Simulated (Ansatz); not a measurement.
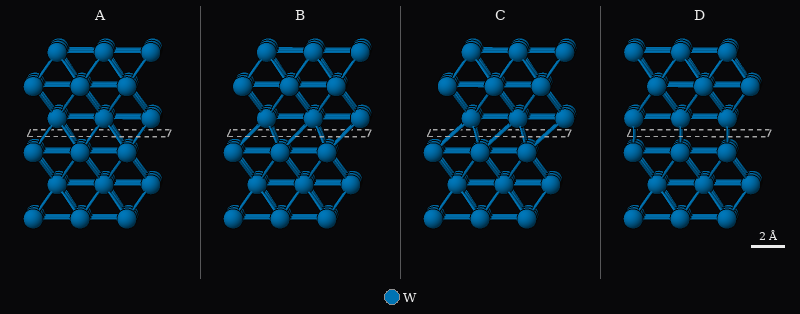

Frames of a one-coordinate scan of solid W (Fm-3m). The picture is a ball-and-stick view of the layers on both sides of the dashed plane, seen from the side, nearly along that plane.

All numbers below come from DFT r2SCAN, scalar-relativistic, plane waves, PAW in Ansatz. Set-up: plane-wave cutoff 500 eV; k-point mesh 16 × 16 × 4; occupations gaussian; smearing width 0.15 eV; no spin polarisation. Energies (free energies at the smearing named) are counted from the cell as listed in its source, which wasn't relaxed.

### Which coordinate changes from frame to frame?

The crystal above a cut along the (0 0 1) plane of the conventional cell (between a plane of W below and one of W above, 2.03 Å apart) is slid rigidly by fractions of an in-plane lattice vector 2.87 Å long (a generalised stacking fault). In the frames the slip is 0.00 (A), 0.20 (B), 0.30 (C), 0.50 (D). One cut stands in each cell, which starts 12.2 Å high; nothing is relaxed, and the dashed outline marks the cut. Their energies are 0 mJ/m², 277 mJ/m², 1004 mJ/m², 2283 mJ/m².
